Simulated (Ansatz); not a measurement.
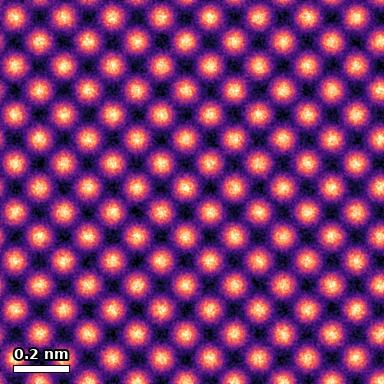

Z-contrast image of a crystal. Simulation: incoherent imaging, intensity Z^1.6 per atom, probe width 0.62 Å, thin sample. The display is stretched by a gamma of 0.65; percentages refer to the linear signal. Shot noise was added.

### Measure the repeat of the pattern.

The pattern repeats on a square net with a repeat of 1.3 Å.

### Which plane group does this projection have?

p4mm: fourfold points with mirror lines through them along the axes and the diagonals.

### How many columns does the smallest repeating cell hold, and how many levels of brightness?

1 column in the primitive cell of 1.6 Å², all of one brightness.

The crystal is C (Fd-3m, No. 227) seen along [001]. Atomic positions: the end point of a relaxation with DFT PBEsol, scalar-relativistic, plane waves, PAW in Ansatz 0.2.0; the starting structure was generated, so it need not be a known form of this composition.
